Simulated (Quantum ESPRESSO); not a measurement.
**SrO: geometry relaxation (part 2 of 2)**

The same run, continued: SrO (I4/mmm, 2 atoms in the cell); Kohn-Sham DFT of a periodic cell, PBE with MBD, SG15 PBE 1.2, no spin polarisation (Quantum ESPRESSO 7.5); cutoff 1197.3 eV, 9×9×9 k-mesh, fixed occupations. The structure derives from an entry of the Crystallography Open Database.

Geometry of the input (Å; fractional positions):
```
0.0000  2.5535  2.5663
2.5663  0.0000  2.5663
2.5663  2.5535  0.0000
Sr 0.5000  0.5000  0.5000
O  0.0000  0.0000  0.0000
```

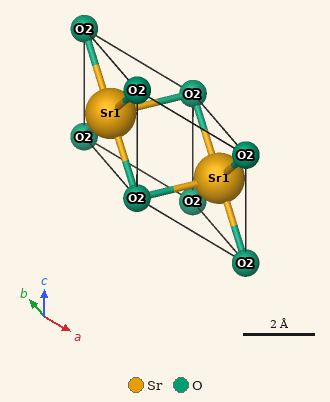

Fig. 1: The structure as given in the input (ball-and-stick view of the reduced cell, seen at an oblique angle; atoms are numbered from 1 in the order of the input).

## Log, continued
```
   -24.1988  -8.1613  -6.0441  -6.0251  -5.0986   6.4170   7.2151   7.3904
    13.5816  14.7514  16.1302  16.3506  18.1442  18.7116

          k = 0.3919 0.2363-0.2351 (  3167 PWs)   bands (ev):

   -24.1608  -8.4413  -6.0769  -6.0489  -4.9280   6.1090   6.9477   7.0652
    14.1560  15.5046  17.0098  17.0926  19.4085  19.6060

          k =-0.2351-0.3938 0.3919 (  3164 PWs)   bands (ev):

   -24.1498  -8.5230  -6.1216  -6.0255  -4.8622   5.9882   6.8881   6.9676
    14.5546  15.5991  16.9892  17.4714  19.9227  20.2119

          k =-0.1567-0.3151 0.3135 (  3161 PWs)   bands (ev):

   -24.1712  -8.3883  -6.1333  -5.9839  -4.9182   6.1317   6.9169   7.2196
    14.2272  15.3583  16.2495  16.9146  19.2726  19.3455

          k =-0.0784-0.2363 0.2351 (  3159 PWs)   bands (ev):

   -24.2146  -8.0760  -6.0978  -5.9433  -5.1046   6.5329   7.1442   7.5770
    13.8472  14.3676  15.3353  16.1448  17.9601  18.4303

          k =-0.0000-0.1575 0.1567 (  3168 PWs)   bands (ev):

   -24.2592  -7.6825  -6.0191  -5.9229  -5.3973   7.0993   7.4934   7.8309
    13.2535  13.8441  14.6947  15.2429  17.0625  17.4981

          k = 0.3135 0.0000 0.0000 (  3175 PWs)   bands (ev):

   -24.2237  -7.7727  -6.0822  -6.0806  -5.3957   6.6599   7.8311   7.8522
    12.6279  13.7475  16.1221  16.1446  17.1138  18.2858

          k = 0.3919 0.0788-0.0784 (  3158 PWs)   bands (ev):

   -24.1863  -7.9356  -6.1438  -6.1323  -5.4107   6.6130   7.6143   7.7042
    12.4582  14.5941  16.8530  16.9474  17.7478  18.7594

          k = 0.4702 0.1575-0.1567 (  3163 PWs)   bands (ev):

   -24.1507  -8.1329  -6.2596  -6.1427  -5.3174   6.6408   7.2333   7.4142
    12.9331  15.4715  17.1941  17.5081  18.8778  19.6505

          k =-0.1567-0.4726 0.4702 (  3163 PWs)   bands (ev):

   -24.1338  -8.2622  -6.3796  -6.1076  -5.1630   6.4768   7.1267   7.1980
    13.8523  15.3261  17.4019  17.5099  19.6098  20.8731

          k =-0.0784-0.3938 0.3919 (  3161 PWs)   bands (ev):

   -24.1438  -8.2886  -6.4008  -6.0426  -5.0401   6.2897   6.9563   7.4090
    14.4794  14.8592  16.8029  17.0471  19.5840  20.9079

          k = 0.0000-0.3151 0.3135 (  3141 PWs)   bands (ev):

   -24.1758  -8.2190  -6.2887  -5.9774  -5.0132   6.3016   6.9609   7.5821
    13.9715  14.8853  15.9270  16.6848  19.1378  19.2823

          k = 0.4702-0.0000 0.0000 (  3150 PWs)   bands (ev):

   -24.1611  -7.7662  -6.2107  -6.2056  -5.8003   6.8645   7.8342   7.8567
    11.7759  14.8927  17.7359  17.7932  17.8002  18.5917

          k = 0.5486 0.0788-0.0784 (  3165 PWs)   bands (ev):

   -24.1348  -7.7248  -6.4260  -6.2369  -5.8606   7.1369   7.6509   7.7447
    11.8255  15.6226  17.5557  18.0861  18.6170  19.5101

          k =-0.0784-0.5514 0.5486 (  3171 PWs)   bands (ev):

   -24.1199  -7.8298  -6.6747  -6.2071  -5.5921   7.1100   7.4355   7.4730
    12.5562  16.0517  16.8730  18.2765  19.0671  21.2099

          k =-0.0000-0.4726 0.4702 (  3176 PWs)   bands (ev):

   -24.1235  -8.0653  -6.6389  -6.1310  -5.2842   6.6525   7.1695   7.4939
    13.7075  15.2169  17.0508  17.6371  19.4441  20.8533

          k = 0.6270 0.0000 0.0000 (  3182 PWs)   bands (ev):

   -24.1205  -7.3437  -6.5849  -6.2934  -6.2862   7.4457   7.8754   7.8984
    11.3205  15.7723  18.2187  18.3579  19.0078  19.0596

          k = 0.0000-0.6301 0.6270 (  3176 PWs)   bands (ev):

   -24.1146  -7.3279  -6.8862  -6.2779  -6.0387   7.5425   7.6644   7.7754
    11.6061  16.1456  17.3603  18.4996  19.0118  20.3115

          k =-0.0000 0.1575 0.0000 (  3171 PWs)   bands (ev):

   -24.2788  -7.4308  -5.9709  -5.9704  -5.5762   7.3254   7.9022   7.9024
    12.6434  13.6899  14.7714  14.7730  16.5985  17.1821

          k = 0.0784 0.2363-0.0784 (  3169 PWs)   bands (ev):

   -24.2449  -7.7790  -6.0159  -5.9946  -5.3198   6.8360   7.6420   7.7220
    13.3899  13.5107  15.3568  15.4665  17.0841  17.9391

          k = 0.1567 0.3151-0.1567 (  3165 PWs)   bands (ev):

   -24.1981  -8.1724  -6.0500  -6.0226  -5.0807   6.4120   7.2080   7.3823
    13.5762  14.7296  16.1441  16.3519  18.1019  18.8016

          k = 0.2351 0.3938-0.2351 (  3167 PWs)   bands (ev):

   -24.1603  -8.4457  -6.0694  -6.0570  -4.9233   6.1073   6.9460   7.0625
    14.1426  15.4987  17.0070  17.1054  19.3759  19.6655

          k =-0.3919-0.2363 0.3919 (  3158 PWs)   bands (ev):

   -24.1496  -8.5201  -6.1128  -6.0340  -4.8700   5.9912   6.8896   6.9739
    14.5495  15.5873  16.9792  17.5070  19.8829  20.2239

          k =-0.3135-0.1575 0.3135 (  3159 PWs)   bands (ev):

   -24.1714  -8.3788  -6.1265  -5.9914  -4.9341   6.1367   6.9202   7.2352
    14.2265  15.3611  16.2346  16.9463  19.2634  19.2916

          k =-0.2351-0.0788 0.2351 (  3165 PWs)   bands (ev):

   -24.2149  -8.0623  -6.0945  -5.9489  -5.1229   6.5359   7.1463   7.5995
    13.8417  14.3937  15.3161  16.1600  17.9675  18.3645

          k =-0.1567-0.0000 0.1567 (  3173 PWs)   bands (ev):

   -24.2595  -7.6705  -6.0170  -5.9264  -5.4118   7.0972   7.4911   7.8538
    13.2720  13.8336  14.6744  15.2676  17.0895  17.4354

          k = 0.3135 0.1575 0.0000 (  3164 PWs)   bands (ev):

   -24.2100  -7.9785  -6.1403  -5.9996  -5.2216   6.5558   7.3616   7.7285
    13.1467  14.2546  15.9007  16.3502  17.7292  18.5361

          k = 0.3919 0.2363-0.0784 (  3154 PWs)   bands (ev):

   -24.1690  -8.2011  -6.2383  -6.0490  -5.1107   6.3967   7.0657   7.5069
    13.4618  15.0854  16.6406  16.8709  18.8758  19.4201

          k =-0.2351-0.3938 0.5486 (  3166 PWs)   bands (ev):

   -24.1420  -8.3377  -6.2723  -6.1116  -5.0480   6.3101   7.0078   7.2142
    14.1865  15.1140  17.3029  17.3340  19.6547  20.5627

          k = 0.3135 0.0000 0.1567 (  3166 PWs)   bands (ev):

   -24.2101  -7.9683  -6.1413  -6.0034  -5.2322   6.5573   7.3546   7.7541
    13.1388  14.2724  15.8832  16.3686  17.6973  18.5276

          k = 0.4702 0.1575 0.0000 (  3158 PWs)   bands (ev):

   -24.1547  -7.9552  -6.2757  -6.2139  -5.4825   6.7747   7.4005   7.7064
    12.3982  15.2315  17.1283  17.6406  18.3942  19.4473

          k =-0.1567-0.4726 0.6270 (  3161 PWs)   bands (ev):

   -24.1299  -8.0012  -6.4400  -6.3026  -5.3766   6.8366   7.2474   7.5221
    12.9756  15.4953  16.9103  18.1603  19.1745  20.7983

          k =-0.0784-0.3938 0.5486 (  3163 PWs)   bands (ev):

   -24.1238  -8.0748  -6.5380  -6.2608  -5.2405   6.6396   7.2444   7.4162
    13.9836  14.6997  17.0505  18.0524  19.5543  20.9687

          k = 0.0000-0.3151 0.4702 (  3164 PWs)   bands (ev):

   -24.1393  -8.1610  -6.4488  -6.1497  -5.1501   6.4878   7.0506   7.5375
    13.8615  14.9404  16.8728  17.3678  19.3855  20.9564

          k = 0.3919-0.0788 0.2351 (  3158 PWs)   bands (ev):

   -24.1690  -8.1886  -6.2377  -6.0529  -5.1295   6.4003   7.0671   7.5323
    13.4488  15.0928  16.6364  16.8962  18.8080  19.4193

          k = 0.4702 0.0000 0.1567 (  3160 PWs)   bands (ev):

   -24.1546  -7.9451  -6.2798  -6.2116  -5.4971   6.7761   7.3930   7.7342
    12.3883  15.2400  17.1345  17.6469  18.3487  19.4441

          k =-0.0784-0.5514 0.7053 (  3179 PWs)   bands (ev):

   -24.1190  -7.5951  -6.6884  -6.3626  -5.7692   7.3530   7.4920   7.7323
    11.9862  16.0719  16.8741  18.6749  18.9872  20.4699

          k =-0.0000-0.4726 0.6270 (  3177 PWs)   bands (ev):

   -24.1147  -7.7391  -6.7565  -6.3750  -5.4943   7.0313   7.5147   7.5415
    12.7935  15.6122  16.6573  18.8636  19.1877  20.9686

          k =-0.2351 0.5514-0.3919 (  3166 PWs)   bands (ev):

   -24.1417  -8.3291  -6.2690  -6.1137  -5.0686   6.3161   7.0119   7.2316
    14.1731  15.0881  17.3211  17.3683  19.5967  20.5609

          k =-0.1567 0.6301-0.4702 (  3163 PWs)   bands (ev):

   -24.1295  -7.9880  -6.4424  -6.3001  -5.4013   6.8393   7.2502   7.5489
    12.9592  15.4688  16.9438  18.1760  19.1266  20.7823

          k =-0.0784 0.7089-0.5486 (  3165 PWs)   bands (ev):

   -24.1188  -7.5815  -6.6861  -6.3687  -5.7860   7.3495   7.4890   7.7610
    11.9754  16.0768  16.8510  18.6412  19.0349  20.4554

          k =-0.1567 0.4726-0.3135 (  3164 PWs)   bands (ev):

   -24.1413  -8.3361  -6.2726  -6.1081  -5.0613   6.3162   7.0140   7.2168
    14.1580  15.1044  17.3106  17.3697  19.6133  20.5882

          k =-0.0784 0.5514-0.3919 (  3160 PWs)   bands (ev):

   -24.1231  -8.0659  -6.5415  -6.2530  -5.2665   6.6471   7.2619   7.4204
    13.9655  14.6611  17.0817  18.0860  19.5131  20.9827

          k =-0.0000 0.6301-0.4702 (  3167 PWs)   bands (ev):

   -24.1142  -7.7226  -6.7593  -6.3746  -5.5205   7.0336   7.5180   7.5686
    12.7761  15.5662  16.6891  18.9107  19.1397  20.9866

          k =-0.0784 0.3938-0.2351 (  3151 PWs)   bands (ev):

   -24.1681  -8.2071  -6.2419  -6.0454  -5.1083   6.3981   7.0626   7.5065
    13.4414  15.0750  16.6630  16.8837  18.8180  19.4848

          k =-0.0000 0.4726-0.3135 (  3166 PWs)   bands (ev):

   -24.1384  -8.1594  -6.4532  -6.1402  -5.1664   6.4938   7.0578   7.5400
    13.8303  14.9247  16.8922  17.4014  19.3501  20.9743

          k =-0.0000 0.3151-0.1567 (  3168 PWs)   bands (ev):

   -24.2090  -7.9911  -6.1443  -6.0012  -5.2016   6.5527   7.3502   7.7262
    13.1399  14.2349  15.9074  16.3646  17.6733  18.6274

          k =-0.0000 0.3151 0.0000 (  3174 PWs)   bands (ev):

   -24.2224  -7.7971  -6.0865  -6.0861  -5.3559   6.6530   7.8264   7.8266
    12.6303  13.7139  16.1402  16.1419  17.0759  18.3959

          k = 0.0784 0.3938-0.0784 (  3165 PWs)   bands (ev):

   -24.1848  -7.9562  -6.1453  -6.1389  -5.3806   6.6089   7.6029   7.6904
    12.4506  14.5610  16.8736  16.9540  17.7207  18.8552

          k = 0.1567 0.4726-0.1567 (  3165 PWs)   bands (ev):

   -24.1493  -8.1422  -6.2519  -6.1509  -5.3126   6.6436   7.2308   7.4076
    12.9149  15.4507  17.2232  17.5030  18.8604  19.7121

          k =-0.4702-0.1575 0.4702 (  3160 PWs)   bands (ev):

   -24.1330  -8.2580  -6.3711  -6.1167  -5.1775   6.4807   7.1273   7.2142
    13.8268  15.3214  17.4357  17.4955  19.5784  20.8894

          k =-0.3919-0.0788 0.3919 (  3160 PWs)   bands (ev):

   -24.1437  -8.2729  -6.3975  -6.0514  -5.0640   6.2964   6.9616   7.4375
    14.4727  14.8405  16.7830  17.0980  19.5336  20.8612

          k =-0.3135-0.0000 0.3135 (  3138 PWs)   bands (ev):

   -24.1762  -8.1994  -6.2880  -5.9849  -5.0384   6.3084   6.9668   7.6131
    13.9643  14.9044  15.9045  16.7098  19.0867  19.2422

          k =-0.0784-0.3938 0.7053 (  3160 PWs)   bands (ev):

   -24.1162  -7.8469  -6.5636  -6.5509  -5.3292   6.8211   7.4309   7.5551
    13.6017  14.6291  16.7434  18.9263  19.4364  20.8950

          k =-0.2351 0.7089-0.3919 (  3167 PWs)   bands (ev):

   -24.1389  -8.1411  -6.4506  -6.1532  -5.1811   6.4924   7.0578   7.5716
    13.8403  14.9116  16.9231  17.3697  19.3213  20.9171

          k =-0.1567 0.6301-0.3135 (  3166 PWs)   bands (ev):

   -24.1227  -8.0590  -6.5360  -6.2645  -5.2738   6.6469   7.2512   7.4464
    13.9445  14.6759  17.0937  18.0650  19.5011  20.9809

          k =-0.0784 0.7089-0.3919 (  3165 PWs)   bands (ev):

   -24.1153  -7.8240  -6.5668  -6.5542  -5.3654   6.8308   7.4368   7.5897
    13.5740  14.5816  16.7861  18.9643  19.3763  20.9105

          k =-0.0784 0.5514-0.2351 (  3167 PWs)   bands (ev):

   -24.1283  -7.9985  -6.4349  -6.3033  -5.3999   6.8447   7.2608   7.5257
    12.9437  15.4747  16.9401  18.1816  19.1340  20.8239

          k =-0.0000 0.6301-0.3135 (  3167 PWs)   bands (ev):

   -24.1148  -7.8297  -6.5593  -6.5577  -5.3658   6.8327   7.4615   7.5607
    13.5583  14.5993  16.7787  18.9692  19.3804  20.9233

          k =-0.0000 0.4726-0.1567 (  3157 PWs)   bands (ev):

   -24.1528  -7.9665  -6.2842  -6.2049  -5.4798   6.7814   7.3914   7.7066
    12.3776  15.2097  17.1519  17.6665  18.3580  19.4980

          k =-0.0000 0.4726 0.0000 (  3150 PWs)   bands (ev):

   -24.1589  -7.7887  -6.2161  -6.2156  -5.7671   6.8691   7.8315   7.8317
    11.7645  14.8640  17.7139  17.8122  17.8139  18.6745

          k = 0.0784 0.5514-0.0784 (  3166 PWs)   bands (ev):

   -24.1325  -7.7377  -6.4170  -6.2459  -5.8594   7.1529   7.6436   7.7337
    11.8079  15.6025  17.5877  18.0725  18.6231  19.5503

          k =-0.5486-0.0788 0.5486 (  3172 PWs)   bands (ev):

   -24.1182  -7.8252  -6.6688  -6.2168  -5.6093   7.1109   7.4613   7.4697
    12.5314  16.0436  16.8892  18.2637  19.0494  21.2491

          k =-0.4702-0.0000 0.4702 (  3174 PWs)   bands (ev):

   -24.1226  -8.0495  -6.6379  -6.1407  -5.3085   6.6566   7.1724   7.5275
    13.6782  15.2116  17.0826  17.6182  19.4072  20.8578

          k =-0.0784 0.7089-0.2351 (  3167 PWs)   bands (ev):

   -24.1128  -7.7199  -6.7566  -6.3834  -5.5277   7.0342   7.5473   7.5495
    12.7582  15.5839  16.6835  18.8885  19.1394  21.0123

          k =-0.0000 0.6301-0.1567 (  3169 PWs)   bands (ev):

   -24.1167  -7.5908  -6.6782  -6.3740  -5.7924   7.3635   7.5042   7.7360
    11.9588  16.0650  16.8773  18.6430  19.0216  20.4827

          k =-0.0000 0.6301 0.0000 (  3194 PWs)   bands (ev):

   -24.1178  -7.3534  -6.5732  -6.2995  -6.2991   7.4730   7.8760   7.8762
    11.3025  15.7681  18.2114  18.3882  19.0381  19.0401

          k =-0.6270-0.0000 0.6270 (  3186 PWs)   bands (ev):

   -24.1121  -7.3246  -6.8842  -6.2878  -6.0528   7.5745   7.6579   7.7665
    11.5852  16.1479  17.3653  18.4900  19.0090  20.3309

     highest occupied, lowest unoccupied level (ev):     7.9787   11.3025

!    total energy              =     -94.47372738 Ry
     estimated scf accuracy    <          3.4E-10 Ry

     The total energy is the sum of the following terms:
     one-electron contribution =     -17.80541577 Ry
     hartree contribution      =      17.16713420 Ry
     xc contribution           =     -15.93581445 Ry
     ewald contribution        =     -77.89963137 Ry
     Dispersion Correction     =       0.00000000 Ry

     convergence has been achieved in  10 iterations

     Forces acting on atoms (cartesian axes, Ry/au):

     atom    1 type  1   force =    -0.00000000   -0.00000000    0.00000000
     atom    2 type  2   force =    -0.00000000    0.00000000    0.00000000

     Total force =     0.000000     Total SCF correction =     0.000000

     Computing stress (Cartesian axis) and pressure

          total   stress  (Ry/bohr**3)                   (kbar)     P=       30.73
   0.00019215   0.00000000   0.00000000           28.27        0.00        0.00
  -0.00000000   0.00024236   0.00000000           -0.00       35.65        0.00
   0.00000000   0.00000000   0.00019215            0.00        0.00       28.27

     BFGS Geometry Optimization
     Energy error            =      1.5E-50 Ry
     Gradient error          =      9.2E-26 Ry/Bohr

     bfgs converged in   1 scf cycles and   0 bfgs steps
     (criteria: energy <  1.0E-05 Ry, force <  1.0E-04 Ry/Bohr)

     End of BFGS Geometry Optimization

     Final energy             =     -94.4737273842 Ry
Begin final coordinates

ATOMIC_POSITIONS (crystal)
Sr               0.5000000000        0.5000000000        0.5000000000
O                0.0000000000        0.0000000000        0.0000000000
End final coordinates

=------------------------------------------------------------------------------=
   JOB DONE.
=------------------------------------------------------------------------------=
```

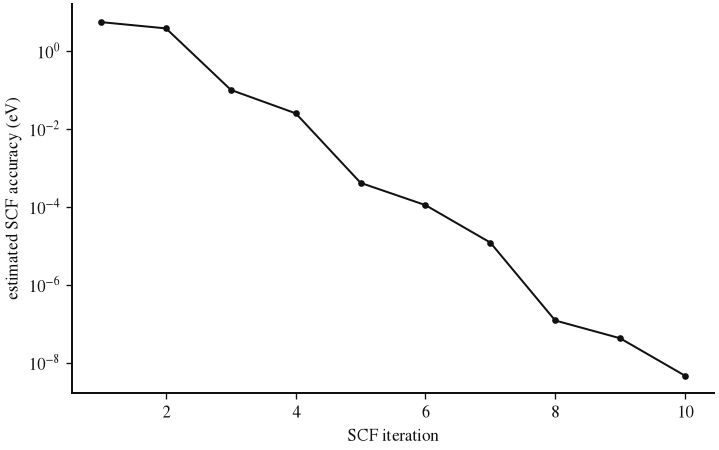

Fig. 2: Convergence of the self-consistent field: estimated SCF accuracy against the iteration. The field takes 10 iterations in all.
